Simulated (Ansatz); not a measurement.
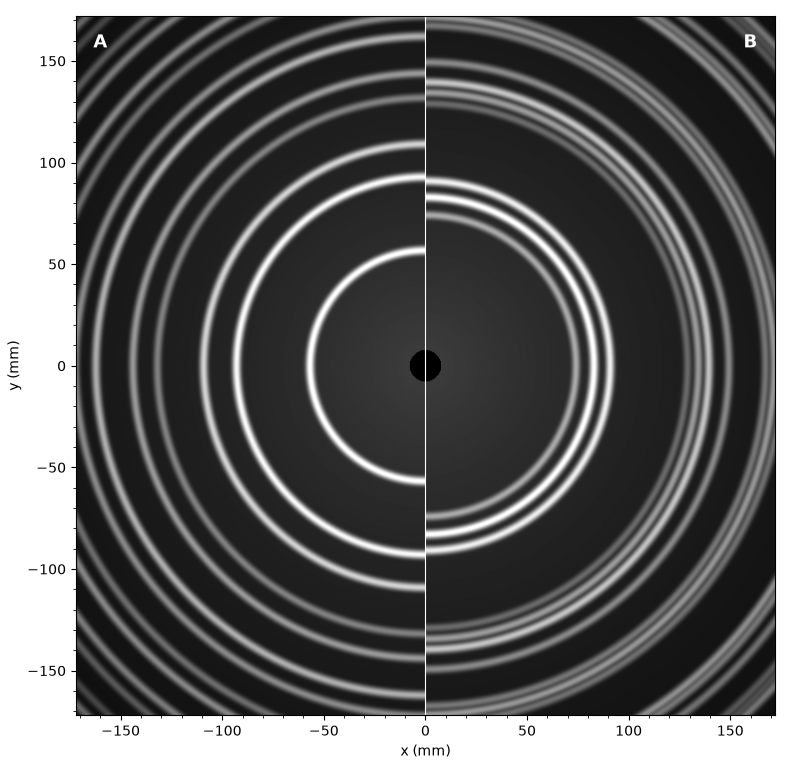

Simulated X-ray powder rings on a flat area detector normal to the beam: λ = 0.2066 Å, sample-to-detector distance 940 mm, axes in mm from the beam centre, beam polarised horizontally, for a fine-grained powder without texture. Kinematic intensities with B = 0.3 Å² for all atoms, without absorption; brightness goes as intensity to the power 0.4, clipped at the top. Reflections closer than the ring width show as one ring. The left and right halves show two different samples, each scaled to its strongest ring.

Structure 1:
```
CELL_PARAMETERS angstrom
5.25150 0.00000 0.00000
0.00000 5.25150 0.00000
0.00000 0.00000 5.25150
ATOMIC_POSITIONS crystal
Ta 0.00000 0.00000 0.00000
Ta 0.50000 0.50000 0.50000
Ta 0.25000 0.00000 0.50000
Ta 0.75000 0.00000 0.50000
Ta 0.50000 0.25000 0.00000
Ta 0.50000 0.75000 0.00000
Ta 0.00000 0.50000 0.25000
Ta 0.00000 0.50000 0.75000
```

Structure 2:
Space group Fd-3m:1 (No. 227). a = 5.934 Å, b = 5.934 Å, c = 5.934 Å, α = 90.00°, β = 90.00°, γ = 90.00°
```
atom  site  symmetry       x       y       z
  Ta    8b      -43m  0.2500  0.2500  0.7500
```

Origins: 1, coordinates from a relaxation with DFT, PBEsol, plane waves (420 eV) with PAW, scalar-relativistic (Ansatz 0.2.0); the starting structure was generated, so it need not be a known form of this composition; 2, the end point of a relaxation with DFT, LDA (PW92), plane waves (420 eV) with PAW, scalar-relativistic in Ansatz 0.2.0; the starting structure was generated, so it need not be a known form of this composition.

### Which structure gives which half?

Half A is structure 2 (Ta): 111 at 56.8 mm (d = 3.43 Å), 220 at 92.9 mm (d = 2.10 Å), 311 at 109.1 mm (d = 1.789 Å), 400 at 131.9 mm (d = 1.483 Å).
Half B is structure 1 (Ta): 200 at 74.1 mm (d = 2.63 Å), 210 at 82.9 mm (d = 2.35 Å), 211 at 90.9 mm (d = 2.14 Å), 222 at 129.0 mm (d = 1.516 Å).
